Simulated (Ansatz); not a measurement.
```xyz
4
Lattice="3.1800 0.0000 0.0000 -1.5900 2.7540 0.0000 0.0000 0.0000 5.1660" Properties=species:S:1:pos:R:3 pbc="T T T"
Ga    0.0000    1.8360    0.0000
Ga    1.5900    0.9180    2.5830
N     0.0000    1.8360    1.9373
N     1.5900    0.9180    4.5203
```

Space group P6_3mc.

The calculation used DFT r2SCAN, scalar-relativistic, plane waves, PAW in Ansatz.

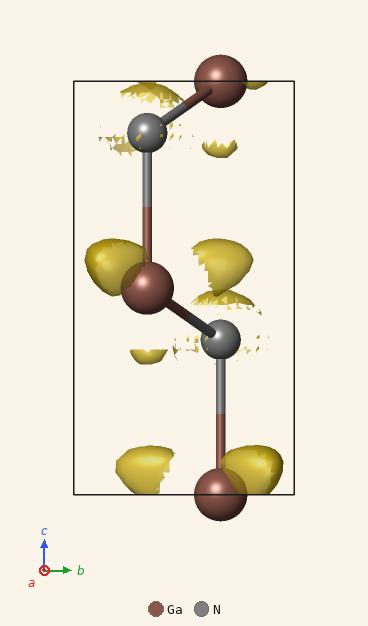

GaN. Where the extra electron sits when 0.2 electron is added to the 4-atom cell of the calculation (uniform compensating background, atoms fixed); the change of density for each carrier, counted positive where the carrier is: yellow surfaces at +0.04, none at −0.04 1/Å³, in the conventional cell seen along the a axis (the regions close to the nuclei are left out). Cores are masked to 0.8 Å (Ga) and 0.6 Å (N).

Core electrons are frozen (PAW), so the fields are smoothed inside the atomic spheres.

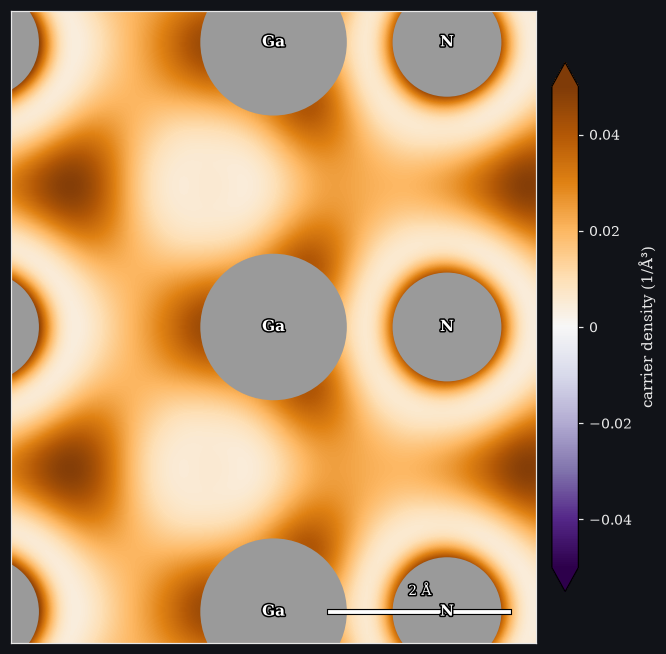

The same field as a map on the (11̄0) plane of the conventional cell, with grey discs over the atomic cores.

Describe the change of density.

Answer. Summed over atomic cells sized by the Bader volumes, the added electron divides as N about 60 % and Ga about 40 %; these cells fill 40 % (Ga) and 60 % (N) of the volume, so no element is strongly preferred.
- Over the whole cell, outside the cores, it is densest at the edge of the masked core of Ga.
- The counter-flow of charge adds up to under 0.1 e for each carrier.
- These are shares of the net change, screening included; the states that take the carrier can be more concentrated.

Run times: 35 s (electron) and 35 s (base cell), on 2 threads of Intel(R) Xeon(R) Platinum 8259CL CPU @ 2.50GHz (Skylake/Cascade Lake) (shared host).
